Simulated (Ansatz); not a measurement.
Mg₁₁O₁₂ (cell with a defect)

Input file:

```
crystal:
  lattice:
    - [5.2809543534, -3.0489604175, 0.0]
    - [-1.0e-10, 6.097920835, 0.0]
    - [0.0, 0.0, 8.4761309303]
  atoms:
    - { symbol: Mg, position: [0.3333333333, 0.3333333333, 0.875] }
    - { symbol: Mg, position: [0.0, 0.6666666667, 0.375] }
    - { symbol: Mg, position: [0.0, 0.6666666667, 0.875] }
    - { symbol: Mg, position: [0.6666666667, 1.0, 0.375] }
    - { symbol: Mg, position: [0.6666666667, 1.0, 0.875] }
    - { symbol: Mg, position: [1.3333333333, 0.3333333333, 0.375] }
    - { symbol: Mg, position: [1.0, 0.3333333333, 0.625] }
    - { symbol: Mg, position: [0.6666666667, 0.6666666667, 0.125] }
    - { symbol: Mg, position: [0.6666666667, 0.6666666667, 0.625] }
    - { symbol: Mg, position: [0.3333333333, 1.0, 0.125] }
    - { symbol: Mg, position: [0.3333333333, 1.0, 0.625] }
    - { symbol: O, position: [0.3333333333, 0.3333333333, 0.125] }
    - { symbol: O, position: [0.3333333333, 0.3333333333, 0.625] }
    - { symbol: O, position: [0.0, 0.6666666667, 0.125] }
    - { symbol: O, position: [0.0, 0.6666666667, 0.625] }
    - { symbol: O, position: [0.6666666667, 1.0, 0.125] }
    - { symbol: O, position: [0.6666666667, 1.0, 0.625] }
    - { symbol: O, position: [1.0, 0.3333333333, 0.375] }
    - { symbol: O, position: [1.0, 0.3333333333, 0.875] }
    - { symbol: O, position: [0.6666666667, 0.6666666667, 0.375] }
    - { symbol: O, position: [0.6666666667, 0.6666666667, 0.875] }
    - { symbol: O, position: [0.3333333333, 1.0, 0.375] }
    - { symbol: O, position: [0.3333333333, 1.0, 0.875] }
basis:
  ecutwfc: 420
kpoints:
  mp_grid: { grid: [6, 6, 2] }
hamiltonian:
  xc: pbe
scf:
  occupations: { method: gaussian, width: 0.05 }
output:
  forces: true
  stress: true
  eigenvalues: true
  write_density: true
  write_potential: true
  elf: true
  volumetric_format: npy
relax:
  adjacent_minimum: "off"
  f_tol: 0.02
  max_steps: 50
```

Command:

```sh
ansatz run input.yaml --threads 4 --pin off --max-ram 9216MiB --backend cpu --events-out ev --progress --plain --runs-dir out
```

The fields are those of the relaxed geometry.

The calculation used DFT PBE, scalar-relativistic, plane waves, PAW (Ansatz).

The density is the valence pseudo-density of a PAW calculation; it isn't the true density close to the nuclei.

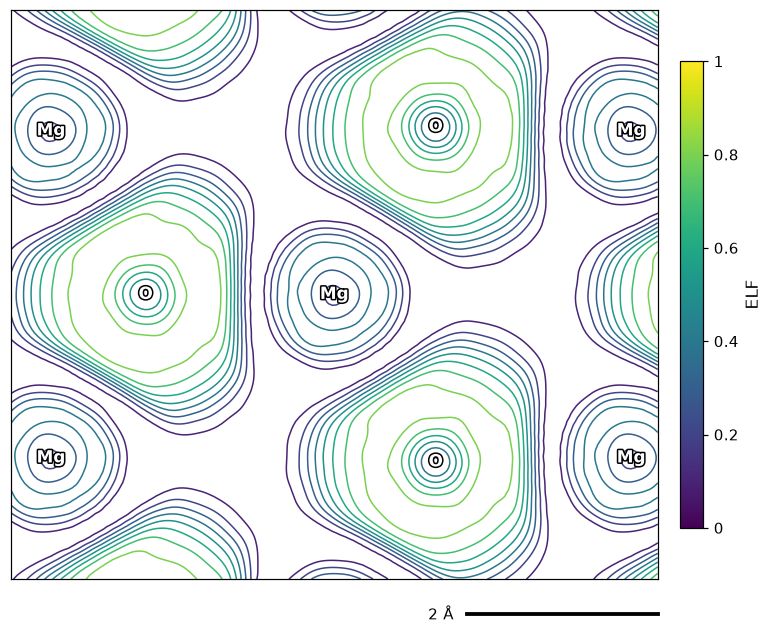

Figure 1. ELF on the (001) plane of the calculation cell.

Read the bonding off the picture.

Answer. The section cuts through Mg and O sites.
Mg–O (1.99 Å): the ELF peaks at about 0.85 in the valence shell of O, 0.6 Å from its nucleus, and is about 0.35 at the midpoint.
Mg–O (2.06 Å): the ELF peaks at about 0.85 in the valence shell of O, 0.6 Å from its nucleus, and is about 0.35 at the midpoint.

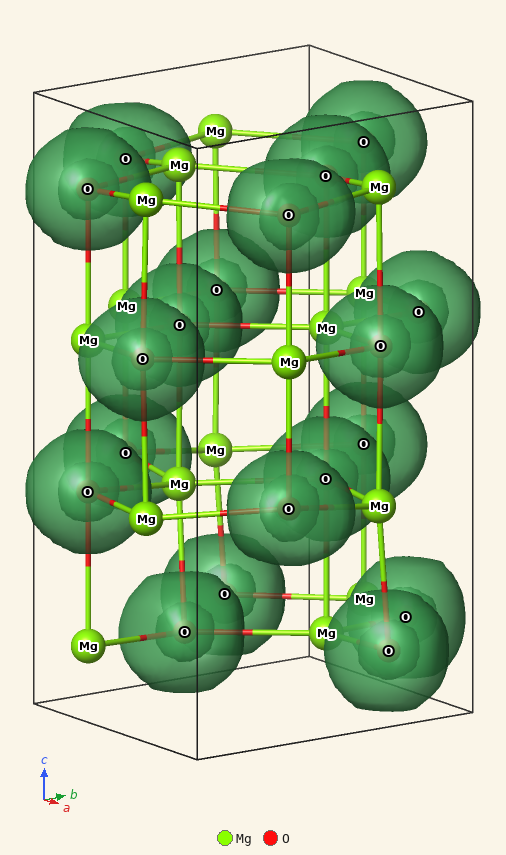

Figure 2. Isosurface of the electron localisation function at 0.75 (green), seen slightly off an axis. Core shells and regions of very low density are left out. Sticks mark near contacts.

What do the ELF domains correspond to?

Answer. The ELF exceeds this value in twelve regions wrapped around O (the valence shell of each), counted in one cell of 23 atoms. Regions shared between cells count once. Along the contacts the grid gives the following. Mg–O (1.95 Å): the ELF peaks at about 0.85 in the valence shell of O, 0.7 Å from its nucleus, and is about 0.35 at the midpoint.

Metal or insulator at this level of theory?

Answer. It is gapless in this calculation (a metal or semimetal).
